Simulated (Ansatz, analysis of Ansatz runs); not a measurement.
# Charge-transition level of the Mn on the Ga site in GaP (PBE)

Subject: Mn on the Ga site in GaP. Wanted: its charge-transition level, in one set-up (PBE, 64-site cell, PBE lattice, 420 eV, k: the single point 1/4 1/4 1/4 then 2x2x2 shifted 0.5 0.5 0.5, image charge switched off). The model is a cell of 64 host atoms with 1 Ga taken out and 1 Mn put in. The level is the Fermi energy at which two charge states have equal formation energy, after a correction for the images of the charge.

Measured beforehand: (0/-1) level above the valence-band top: 0.4 eV, by temperature-dependent Hall effect (quoted in “Electronic structure of transition-atom impurities in GaP”, 1985, V. A. Singh and Alex Zunger, quoting earlier work (1976)).

Method: plane-wave PAW DFT, PBE; relaxation of all atoms of a defect supercell, in Ansatz 0.2.0.

**1. The structure**

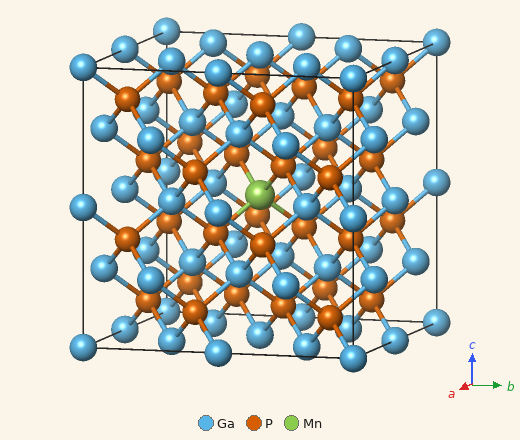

The cell as given, slightly off an axis (gallium blue, phosphorus orange, manganese green). Bonds to atoms that aren't drawn are left out. Some periodic images of atoms are drawn too.

The cell holds 64 atoms: 31 Ga, 32 P and 1 Mn. Cell: a = 11.010 Å, b = 11.010 Å, c = 11.010 Å, α = 90.0°, β = 90.0°, γ = 90.0°. It derives from GaP (space group F-43m). Nearest the centre at fractional (0.500, 0.500, 0.500): Mn57 at 0.00 Å, P61 at 2.38 Å, P23 at 2.38 Å, P38 at 2.38 Å, P16 at 2.38 Å, Ga50 at 3.89 Å, Ga28 at 3.89 Å, Ga19 at 3.89 Å.

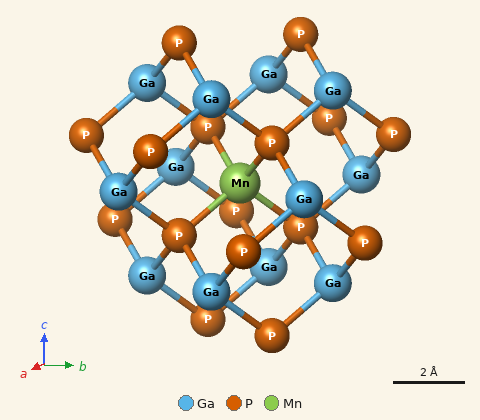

The atoms within 5 Å of the centre.

The host's primitive cell comes from a first run (plane-wave PAW DFT, PBE; relaxation of the host's cell and atoms): vectors of 3.893, 3.893 and 3.893 Å. That is 20.86 Å³ an atom, 3.0 % over the diffraction cell's volume. The supercell is built on it.

**2. Relaxation, charge 0**

Every later number rests on the structure around the defect, so the atoms are relaxed at the host's lattice first.

Contents of relax0/input.yaml:

```yaml
relax:
  f_tol: 0.02
  max_steps: 80
  random_displacement: { amplitude: 0.05, seed: 565 }
crystal:
  lattice:
    - [11.01025696, 0.0, 0.0]
    - [0.0, 0.0, -11.01025696]
    - [0.0, 11.01025696, 0.0]
  atoms:
    - { symbol: Ga, position: [0.0, 0.0, 0.0] }
    - { symbol: Ga, position: [0.0, 0.25, 0.25] }
    - { symbol: Ga, position: [0.25, 0.0, 0.25] }
    - { symbol: Ga, position: [0.25, 0.25, 0.0] }
    - { symbol: P, position: [0.125, 0.125, 0.125] }
    - { symbol: P, position: [0.125, 0.375, 0.375] }
    - { symbol: P, position: [0.375, 0.125, 0.375] }
    - { symbol: P, position: [0.375, 0.375, 0.125] }
    - { symbol: Ga, position: [0.0, 0.0, 0.5] }
    - { symbol: Ga, position: [0.0, 0.25, 0.75] }
    - { symbol: Ga, position: [0.25, 0.0, 0.75] }
    - { symbol: Ga, position: [0.25, 0.25, 0.5] }
    - { symbol: P, position: [0.125, 0.125, 0.625] }
    - { symbol: P, position: [0.125, 0.375, 0.875] }
    - { symbol: P, position: [0.375, 0.125, 0.875] }
    - { symbol: P, position: [0.375, 0.375, 0.625] }
    - { symbol: Ga, position: [0.0, 0.5, 0.0] }
    - { symbol: Ga, position: [0.0, 0.75, 0.25] }
    - { symbol: Ga, position: [0.25, 0.5, 0.25] }
    - { symbol: Ga, position: [0.25, 0.75, 0.0] }
    - { symbol: P, position: [0.125, 0.625, 0.125] }
    - { symbol: P, position: [0.125, 0.875, 0.375] }
    - { symbol: P, position: [0.375, 0.625, 0.375] }
    - { symbol: P, position: [0.375, 0.875, 0.125] }
    - { symbol: Ga, position: [0.0, 0.5, 0.5] }
    - { symbol: Ga, position: [0.0, 0.75, 0.75] }
    - { symbol: Ga, position: [0.25, 0.5, 0.75] }
    - { symbol: Ga, position: [0.25, 0.75, 0.5] }
    - { symbol: P, position: [0.125, 0.625, 0.625] }
    - { symbol: P, position: [0.125, 0.875, 0.875] }
    - { symbol: P, position: [0.375, 0.625, 0.875] }
    - { symbol: P, position: [0.375, 0.875, 0.625] }
    - { symbol: Ga, position: [0.5, 0.0, 0.0] }
    - { symbol: Ga, position: [0.5, 0.25, 0.25] }
    - { symbol: Ga, position: [0.75, 0.0, 0.25] }
    - { symbol: Ga, position: [0.75, 0.25, 0.0] }
    - { symbol: P, position: [0.625, 0.125, 0.125] }
    - { symbol: P, position: [0.625, 0.375, 0.375] }
    - { symbol: P, position: [0.875, 0.125, 0.375] }
    - { symbol: P, position: [0.875, 0.375, 0.125] }
    - { symbol: Ga, position: [0.5, 0.0, 0.5] }
    - { symbol: Ga, position: [0.5, 0.25, 0.75] }
    - { symbol: Ga, position: [0.75, 0.0, 0.75] }
    - { symbol: Ga, position: [0.75, 0.25, 0.5] }
    - { symbol: P, position: [0.625, 0.125, 0.625] }
    - { symbol: P, position: [0.625, 0.375, 0.875] }
    - { symbol: P, position: [0.875, 0.125, 0.875] }
    - { symbol: P, position: [0.875, 0.375, 0.625] }
    - { symbol: Ga, position: [0.5, 0.5, 0.0] }
    - { symbol: Ga, position: [0.5, 0.75, 0.25] }
    - { symbol: Ga, position: [0.75, 0.5, 0.25] }
    - { symbol: Ga, position: [0.75, 0.75, 0.0] }
    - { symbol: P, position: [0.625, 0.625, 0.125] }
    - { symbol: P, position: [0.625, 0.875, 0.375] }
    - { symbol: P, position: [0.875, 0.625, 0.375] }
    - { symbol: P, position: [0.875, 0.875, 0.125] }
    - { symbol: Mn, position: [0.5, 0.5, 0.5], spin: 4.0 }
    - { symbol: Ga, position: [0.5, 0.75, 0.75] }
    - { symbol: Ga, position: [0.75, 0.5, 0.75] }
    - { symbol: Ga, position: [0.75, 0.75, 0.5] }
    - { symbol: P, position: [0.625, 0.625, 0.625] }
    - { symbol: P, position: [0.625, 0.875, 0.875] }
    - { symbol: P, position: [0.875, 0.625, 0.875] }
    - { symbol: P, position: [0.875, 0.875, 0.625] }
  host:
    repeats: [2, 2, 2]
    atoms:
      - { symbol: Ga, position: [0.0, 0.0, 0.0] }
      - { symbol: Ga, position: [0.0, 0.5, 0.5] }
      # ... 6 more atoms of the perfect host
basis:
  ecutwfc: 420
  xc_grid: 2
hamiltonian:
  xc: pbe
kpoints:
  mp_grid: { grid: [1, 1, 1], shift: [0.25, 0.25, 0.25] }
magnetization:
  spin_polarized: true
  initial_magnetization: 4
  spin_locking: { lock_magnetization: hard }
scf:
  occupations: { method: fermi_dirac, width: 0.01 }
  max_iter: 100
output:
  forces: true
  charged_corrections:
    epsilon: 10.62
    static_epsilon: 12.85
    defect_position: [0.5, 0.5, 0.5]
checkpoint:
  write: "../relax0.run"
  compress: false
  write_wavefunctions: true
  write_every: 100000
```

Run with:

```console
$ ansatz run input.yaml --threads 4 --pin off --max-ram 14131MiB --backend cpu --events-out ev --progress --plain --runs-dir out
```

Numbers of over 12 decimals in the logs are rounded to 6 here.

The log of the run:

```text
[... repeated set-up lines and file paths are left out, and long positions are rounded to six places ...]
Engine: ansatz 0.2.0, aarch64-unknown-linux-gnu
Pseudopotentials: kind: paw
Pseudopotential: Ga, paw, valence charge 13, recommended cutoff 420 eV (normal), Ga.paw.azcp
Pseudopotential: P, paw, valence charge 5, recommended cutoff 420 eV (normal), P.paw.azcp
Pseudopotential: Mn, paw, valence charge 15, recommended cutoff 420 eV (normal), Mn.paw.azcp
Functional definition: PBE
  parameter kappa = 0.804
  parameter beta = 0.066725
  exchange = pbe_x(kappa = kappa, mu = beta*pi^2/3)
  correlation = pbe_c(beta = beta)
Crystal: 64 atoms, lattice volume = 1334.727 Å³
Basis set: ecut = 420 eV, 26001 PW (Γ), exchange–correlation on 150×150×150 points (8 copies of the dense FFT grid, shifted against one another)
Bands: 355, of which v1, the nominal top of the filled ones, is band 289 counted from 1 (288 counted from 0)
Symmetry: 1 space group operations
k-points: 1
Non-local potential: Ga, projectors of the file, l = 0: 2, l = 1: 2, l = 2: 3, l = 3: 1
Non-local potential: P, projectors of the file, l = 0: 2, l = 1: 2, l = 2: 2
Non-local potential: Mn, projectors of the file, l = 0: 3, l = 1: 2, l = 2: 3, l = 3: 1
PAW form: soft (Blöchl's): semilocal exchange-correlation on the pseudo side does not see the compensation charge
PAW one-centre angular grid: Ga, 590 points (default); XC on 64 Gauss nodes
PAW one-centre angular grid: P, 110 points (default); XC on 64 Gauss nodes
PAW one-centre angular grid: Mn, 590 points (default); XC on 64 Gauss nodes
Initial density: superposition of atomic densities (chi_scale 0.1, normalization cell, long waves kept (reshape's long-wave potential 0.21 eV rms))
Starting moments: Σ|m| = 4 μB on 1 of 64 sites
Initial wavefunctions: pseudopotential atomic-orbital guess
Functional: x = pbe(κ = 0.804, μ = 0.219515), c = pbe(β = 0.066725)
SCF iter   1: F=—  HF=-145388.301195 eV  |F-HF|=—  |Δ(HF+E_count)|=         —  Δρ=2.55e-2 (↑2.55e-2 ↓2.38e-2)  dr2=5.11e1  dr2_m=1.13e-1  M=4.000 μB ∫|m|=5.020 μB  β_m=0.30  ethr=3.10e-3  ⟨swp⟩=7.0  Hψ=2881  notcnv=0
preconditioner: auto → Resta (q_TF=auto, 2.373 Å⁻¹)  ε∞=4.5  [insulator: Δε(μ)=0.057 eV  Ē_g=13.017 eV  σ=0.010 eV  W_gap=0.89  n_scr=304 (ndim 8)  ℏωp=24.3 eV  f_vac=0.000  D(μ)=10.17/eV (n_scr^D=32)  ε∞_Penn≈4.5]
spin=Collinear: Resta preconditioning applied to the charge; magnetization (m = ρ↑ − ρ↓) channel mixes plain (no charge-response kernel on spin).
SCF iter   2: F=—  HF=-145382.657423 eV  |F-HF|=—  |Δ(HF+E_count)|=    5.64e0  Δρ=1.63e-2 (↑1.60e-2 ↓1.63e-2)  dr2=1.61e1  dr2_m=3.56e-2  M=4.000 μB ∫|m|=4.663 μB  β_m=0.45  ethr=3.10e-3  ⟨swp⟩=3.0  Hψ=1416  notcnv=0  defer=122
SCF iter   3: F=—  HF=-145379.636847 eV  |F-HF|=—  |Δ(HF+E_count)|=    3.02e0  Δρ=7.78e-3 (↑7.78e-3 ↓7.64e-3)  dr2=3.21e0  dr2_m=9.65e-3  M=4.000 μB ∫|m|=4.616 μB  β_m=0.52  ethr=2.79e-3  ⟨swp⟩=2.5  Hψ=1137  notcnv=0  defer=122
SCF iter   4: F=—  HF=-145379.372695 eV  |F-HF|=—  |Δ(HF+E_count)|=   2.64e-1  Δρ=3.46e-3 (↑3.46e-3 ↓2.57e-3)  dr2=9.80e-1  dr2_m=1.09e-2  M=4.000 μB ∫|m|=4.587 μB  β_m=0.64  ethr=5.55e-4  ⟨swp⟩=3.5  Hψ=1370  notcnv=0  defer=118
SCF iter   5: F=—  HF=-145379.416457 eV  |F-HF|=—  |Δ(HF+E_count)|=   4.38e-2  Δρ=1.29e-3 (↑1.29e-3 ↓1.25e-3)  dr2=2.19e-1  dr2_m=2.46e-4  M=4.000 μB ∫|m|=4.597 μB  β_m=0.57  ethr=1.70e-4  ⟨swp⟩=3.0  Hψ=1417  notcnv=0  defer=118
SCF iter   6: F=—  HF=-145379.402241 eV  |F-HF|=—  |Δ(HF+E_count)|=         —  Δρ=7.42e-4 (↑7.42e-4 ↓5.66e-4)  dr2=5.05e-2  dr2_m=6.17e-4  M=4.000 μB ∫|m|=4.608 μB  β_m=0.57  ethr=3.78e-5  ⟨swp⟩=2.0  Hψ=1294  notcnv=0  defer=118
SCF iter   7: F=—  HF=-145379.411501 eV  |F-HF|=—  |Δ(HF+E_count)|=   9.26e-3  Δρ=4.99e-4 (↑4.99e-4 ↓4.05e-4)  dr2=2.49e-2  dr2_m=2.13e-4  M=4.000 μB ∫|m|=4.609 μB  β_m=0.71  ethr=8.73e-6  ⟨swp⟩=2.5  Hψ=731  notcnv=0  defer=118
SCF iter   8: F=—  HF=-145379.419047 eV  |F-HF|=—  |Δ(HF+E_count)|=   7.55e-3  Δρ=1.56e-4 (↑1.56e-4 ↓1.15e-4)  dr2=2.59e-3  dr2_m=2.72e-5  M=4.000 μB ∫|m|=4.613 μB  β_m=0.89  ethr=4.31e-6  ⟨swp⟩=2.5  Hψ=1305  notcnv=0  defer=118
SCF iter   9: F=—  HF=-145379.419257 eV  |F-HF|=—  |Δ(HF+E_count)|=   2.09e-4  Δρ=8.02e-5 (↑7.75e-5 ↓8.02e-5)  dr2=9.90e-4  dr2_m=2.16e-6  M=4.000 μB ∫|m|=4.614 μB  β_m=0.95  ethr=4.48e-7  ⟨swp⟩=2.0  Hψ=1099  notcnv=0  defer=118
SCF iter  10: F=—  HF=-145379.419251 eV  |F-HF|=—  |Δ(HF+E_count)|=   5.11e-6  Δρ=4.58e-5 (↑4.58e-5 ↓3.02e-5)  dr2=1.28e-4  dr2_m=3.96e-6  M=4.000 μB ∫|m|=4.616 μB  β_m=0.89  ethr=1.71e-7  ⟨swp⟩=2.0  Hψ=1294  notcnv=0  defer=118
SCF iter  11: F=—  HF=-145379.419253 eV  |F-HF|=—  |Δ(HF+E_count)|=   1.97e-6  Δρ=3.85e-5 (↑3.85e-5 ↓2.86e-5)  dr2=7.99e-5  dr2_m=7.08e-7  M=4.000 μB ∫|m|=4.616 μB  β_m=0.76  ethr=2.21e-8  ⟨swp⟩=2.0  Hψ=1281  notcnv=0  defer=118
SCF iter  12: F=—  HF=-145379.419246 eV  |F-HF|=—  |Δ(HF+E_count)|=   7.84e-6  Δρ=2.30e-5 (↑2.30e-5 ↓1.17e-5)  dr2=2.03e-5  dr2_m=1.37e-6  M=4.000 μB ∫|m|=4.615 μB  β_m=0.66  ethr=1.38e-8  ⟨swp⟩=2.0  Hψ=1294  notcnv=0  defer=118
SCF iter  13: F=-145379.419240 eV  HF=-145379.419243 eV  |F-HF|=2.77e-6  |Δ(HF+E_count)|=   2.86e-6  Δρ=8.35e-6 (↑5.41e-6 ↓8.35e-6)  dr2=4.68e-6  dr2_m=1.76e-7  M=4.000 μB ∫|m|=4.615 μB  ethr=1.73e-9  ⟨swp⟩=3.0  Hψ=2165  notcnv=0
SCF 1 converged in 13 iterations: F = -145379.419240 eV  dr2 = 4.68e-6
  greatest PAW one-centre occupation: 1.001 electrons in one spin orbital (limit 2), on the Mn atom at site 56 (counted from 0), in its partial waves of l = 1
relax step   1: F+E_penalty+E_count = -145379.41923999 eV  Δ(F+E_penalty+E_count) = +0.000e0 eV  max|allowed force component| = 9.602e-1 eV/Å  Δτ_max = 0.0000 Å  (13 SCF iters, dr2 threshold 1.00e-5 eV, accepted)
[... the SCF cycles and remarks between the steps are left out from here to the last step ...]
relax step   2: F+E_penalty+E_count = -145380.15955423 eV  Δ(F+E_penalty+E_count) = -7.403e-1 eV  max|allowed force component| = 2.971e-1 eV/Å  Δτ_max = 0.0624 Å  (9 SCF iters, dr2 threshold 5.76e-5 eV, accepted)
relax step   3: F+E_penalty+E_count = -145380.26391426 eV  Δ(F+E_penalty+E_count) = -1.044e-1 eV  max|allowed force component| = 7.438e-2 eV/Å  Δτ_max = 0.0513 Å  (8 SCF iters, dr2 threshold 5.52e-6 eV, accepted)
relax step   4: F+E_penalty+E_count = -145380.26832419 eV  Δ(F+E_penalty+E_count) = -4.410e-3 eV  max|allowed force component| = 8.168e-2 eV/Å  Δτ_max = 0.0143 Å  (9 SCF iters, accepted)
relax step   5: F+E_penalty+E_count = -145380.24688026 eV  Δ(F+E_penalty+E_count) = +2.144e-2 eV  max|allowed force component| = 2.990e-1 eV/Å  Δτ_max = 0.0781 Å  (9 SCF iters, dr2 threshold 4.18e-7 eV, rejected (line search))
relax step   6: F+E_penalty+E_count = -145380.27148823 eV  Δ(F+E_penalty+E_count) = -3.164e-3 eV  max|allowed force component| = 3.804e-2 eV/Å  Δτ_max = 0.0173 Å  (9 SCF iters, accepted)
relax step   7: F+E_penalty+E_count = -145380.26832984 eV  Δ(F+E_penalty+E_count) = +3.158e-3 eV  max|allowed force component| = 8.856e-2 eV/Å  Δτ_max = 0.0300 Å  (9 SCF iters, rejected (line search))
relax step   8: F+E_penalty+E_count = -145380.27196200 eV  Δ(F+E_penalty+E_count) = -4.738e-4 eV  max|allowed force component| = 1.091e-2 eV/Å  Δτ_max = 0.0080 Å  (8 SCF iters, accepted)
relax step   9: F+E_penalty+E_count = -145380.27206491 eV  Δ(F+E_penalty+E_count) = -1.029e-4 eV  max|allowed force component| = 1.260e-2 eV/Å  Δτ_max = 0.0039 Å  (6 SCF iters, accepted)
relax step  10: F+E_penalty+E_count = -145380.27225587 eV  Δ(F+E_penalty+E_count) = -1.910e-4 eV  max|allowed force component| = 3.714e-2 eV/Å  Δτ_max = 0.0162 Å  (8 SCF iters, accepted)
relax step  11: F+E_penalty+E_count = -145380.27248770 eV  Δ(F+E_penalty+E_count) = -2.318e-4 eV  max|allowed force component| = 2.217e-2 eV/Å  Δτ_max = 0.0032 Å  (5 SCF iters, dr2 threshold 1.38e-6 eV, accepted)
relax step  12: F+E_penalty+E_count = -145380.27291422 eV  Δ(F+E_penalty+E_count) = -4.265e-4 eV  max|allowed force component| = 1.048e-2 eV/Å  Δτ_max = 0.0145 Å  (8 SCF iters, accepted)
SCF iter   1: F=—  HF=-145380.274053 eV  |F-HF|=—  |Δ(HF+E_count)|=         —  Δρ=2.94e-4 (↑2.94e-4 ↓1.12e-4)  dr2=1.30e-3  dr2_m=2.81e-4  M=4.000 μB ∫|m|=4.764 μB  β_m=0.65  ethr=2.28e-6  ⟨swp⟩=5.0  Hψ=1439  notcnv=0  defer=121
SCF iter   2: F=—  HF=-145380.272985 eV  |F-HF|=—  |Δ(HF+E_count)|=   1.07e-3  Δρ=6.42e-5 (↑6.42e-5 ↓4.75e-5)  dr2=1.19e-4  dr2_m=1.07e-5  M=4.000 μB ∫|m|=4.764 μB  β_m=0.52  ethr=2.25e-7  ⟨swp⟩=2.0  Hψ=1400  notcnv=0  defer=121
SCF iter   3: F=—  HF=-145380.272983 eV  |F-HF|=—  |Δ(HF+E_count)|=   2.58e-6  Δρ=5.82e-5 (↑5.82e-5 ↓2.49e-5)  dr2=4.24e-5  dr2_m=1.19e-5  M=4.000 μB ∫|m|=4.764 μB  β_m=0.76  ethr=2.06e-8  ⟨swp⟩=2.5  Hψ=1072  notcnv=0  defer=121
SCF iter   4: F=—  HF=-145380.272990 eV  |F-HF|=—  |Δ(HF+E_count)|=   6.80e-6  Δρ=9.82e-6 (↑9.82e-6 ↓5.34e-6)  dr2=1.82e-6  dr2_m=3.47e-7  M=4.000 μB ∫|m|=4.764 μB  β_m=0.78  ethr=7.34e-9  ⟨swp⟩=2.0  Hψ=1288  notcnv=0  defer=121
SCF iter   5: F=—  HF=-145380.272990 eV  |F-HF|=—  |Δ(HF+E_count)|=   4.28e-7  Δρ=4.19e-6 (↑4.19e-6 ↓3.01e-6)  dr2=4.29e-7  dr2_m=5.17e-8  M=4.000 μB ∫|m|=4.764 μB  β_m=0.75  ethr=3.15e-10  ⟨swp⟩=3.0  Hψ=1405  notcnv=0  defer=121
SCF iter   6: F=—  HF=-145380.272990 eV  |F-HF|=—  |Δ(HF+E_count)|=   1.37e-8  Δρ=1.49e-6 (↑1.49e-6 ↓1.27e-6)  dr2=1.02e-7  dr2_m=4.65e-9  M=4.000 μB ∫|m|=4.764 μB  β_m=0.76  ethr=7.42e-11  ⟨swp⟩=2.0  Hψ=1289  notcnv=0  defer=121
SCF iter   7: F=-145380.272990 eV  HF=-145380.272990 eV  |F-HF|=4.48e-9  |Δ(HF+E_count)|=   8.27e-9  Δρ=4.50e-7 (↑4.50e-7 ↓3.90e-7)  dr2=1.18e-8  dr2_m=2.23e-10  M=4.000 μB ∫|m|=4.764 μB  ethr=1.73e-11  ⟨swp⟩=4.0  Hψ=2016  notcnv=0
SCF 13 converged in 7 iterations: F = -145380.272990 eV  dr2 = 1.18e-8
relax step  13: F+E_penalty+E_count = -145380.27299005 eV  Δ(F+E_penalty+E_count) = -7.583e-5 eV  max|allowed force component| = 3.170e-3 eV/Å  Δτ_max = 0.0073 Å  (7 SCF iters, accepted)
NSCF: frozen V_eff on 1 k-points
the band table was solved once a step of the walk had ended and its energy, with any forces and stress, was formed, with the checks that follow a solve (2721 applications of the Hamiltonian). They found nothing against the state; [...]
SCF converged after 7 iterations
Stability checked in part: among states of this total moment the steps that led to this state did not find it unstable. No probe was made; neither looks for a lower state of another moment (fixed_total_moment; see scf.lower_state_search)
Magnetization: 4.0000 μB (291.0000 up, 287.0000 down)
Absolute magnetization: 4.7625 μB (∫|ρ↑−ρ↓|, with the PAW one-centre terms)
Spin contamination: 0.3074 ħ² per cell (⟨S²⟩ above its minimum at these occupations)
Per-site moments (μB) at R_I (Å): [(-0.00047994, 0.981974), (0.000694081, 0.981143), (0.000539392, 0.981630), [... 61 left out ...]
Free energy (F): -145380.272990 eV
Harris-Foulkes:  -145380.272990 eV  (|F-HF|=4.48e-9)
Internal energy: -145380.272230 eV  (E = F + TS)
E sigma→0 (E₀):  -145380.272610 eV
Entropy (-TS):   -0.000760 eV (-0.012 meV/atom)
Fermi energy:    6.966628 (↑ 6.966628, ↓ 7.144173) eV
--- Per-component energies (eV) ---
  E_band       = -2320.684587
  E_kinetic    = 6115.496073
  E_local      = -71599.669599  (includes V_loc(G=0)·N_el)
  E_nonlocal   = 14502.799700
  E_hartree    = 32920.741542
  E_xc         = -4212.241082
  E_vxc        = -3873.390127  (∫ρ·V_xc dr)
  E_paw        = -81185.685379  (= ΣΔE_a)
  E_vpaw       = -13307.396678  (= ΣTr[D̂ρ^β])
  E_aug_tail   = -0.002681  (compensation charges beyond the density's cutoff)
  E_ewald      = -41921.710803
  E_smearing   = -0.000760  (= −TS)
  E_closure    = -0.000000  (closes the sum)
  Σ components = -145380.272990   (vs F -145380.272990, Δ=0.00e0)
--- Forces (eV/Å), atoms counted from 1 ---
  atom   1  Ga     0.00001298     0.00024552    -0.00050658
  atom   2  Ga    -0.00026577     0.00033689     0.00073200
  [... 13 atoms left out ...]
  atom  16  P      0.00073086     0.00009566     0.00113359
  [... 6 atoms left out ...]
  atom  23  P      0.00146963     0.00127866     0.00166414
  [... 3 atoms left out ...]
  atom  27  Ga     0.00036104    -0.00022512    -0.00077205
  atom  28  Ga     0.00039475    -0.00051325    -0.00083055
  [... 9 atoms left out ...]
  atom  38  P     -0.00057816     0.00125678    -0.00015758
  [... 3 atoms left out ...]
  atom  42  Ga    -0.00202693    -0.00003493     0.00057027
  [... 1 atom left out ...]
  atom  44  Ga    -0.00036727     0.00005544     0.00065693
  [... 5 atoms left out ...]
  atom  50  Ga    -0.00194416     0.00014406    -0.00053589
  [... 6 atoms left out ...]
  atom  57  Mn    -0.00180223    -0.00229833    -0.00075549
  [... 3 atoms left out ...]
  atom  61  P      0.00077148     0.00051564     0.00041882
  [... 3 atoms left out ...]
  max |Σ_I F_I| component: 3.27e-6 eV/Å
--- Band table (eV) ---
  k-point 0 ↑: bands = ["-74.1370", "-42.9453", "-42.8498", "-42.8391", [... 347 left out ...] "11.6012", "11.6126", "11.6454", "11.6557"]
  k-point 0 ↓: bands = ["-70.3247", "-39.3368", "-39.1495", "-38.9360", [... 347 left out ...] "11.6262", "11.6361", "11.6874", "11.7001"]
--- Relaxed structure (13 steps of the walk, 11 accepted, 0 SCFs on fresh bases) ---
  F+E_penalty+E_count = -145380.27299005 eV   max|allowed force component| = 3.170e-3 eV/Å
  atoms:
    - { symbol: Ga, position: [0.000308, -3.908922579373094e-5, 5.1255850771616476e-5] }
    - { symbol: Ga, position: [0.000455, 0.249561, 0.249814] }
    [... 13 atoms left out ...]
    - { symbol: P, position: [0.372325, 0.378996, 0.624042] }
    [... 6 atoms left out ...]
    - { symbol: P, position: [0.375930, 0.620406, 0.375864] }
    [... 3 atoms left out ...]
    - { symbol: Ga, position: [0.248601, 0.499659, 0.752116] }
    - { symbol: Ga, position: [0.251578, 0.747748, 0.501744] }
    [... 9 atoms left out ...]
    - { symbol: P, position: [0.624399, 0.378859, 0.372137] }
    [... 3 atoms left out ...]
    - { symbol: Ga, position: [0.500014, 0.252392, 0.748801] }
    [... 1 atom left out ...]
    - { symbol: Ga, position: [0.749184, 0.252300, 0.499651] }
    [... 5 atoms left out ...]
    - { symbol: Ga, position: [0.502005, 0.747663, 0.251433] }
    [... 6 atoms left out ...]
    - { symbol: Mn, position: [0.499185, 0.496408, 0.498871] }
    [... 3 atoms left out ...]
    - { symbol: P, position: [0.622316, 0.621948, 0.622083] }
    [... 3 atoms left out ...]
```

Elapsed: 17 min, on 4 threads of Arm Neoverse V1, shared host; peak memory 4.8 GiB.

(Part 1 of 2 ends here.)

[Logs are printed without paths, hosts, clocks, repeated set-up lines and the standing remarks that a program may print on its own settings, such as how far it seeks lower states.]

[Hosts, paths, dates, database ids (printed as entryN), source tags and the programs' standing remarks are cut or masked in the printed files.]

[For some hosts the program warned that the k-mesh of the response run may be too coarse for force constants and the static dielectric constant; such warnings are not shown here.]
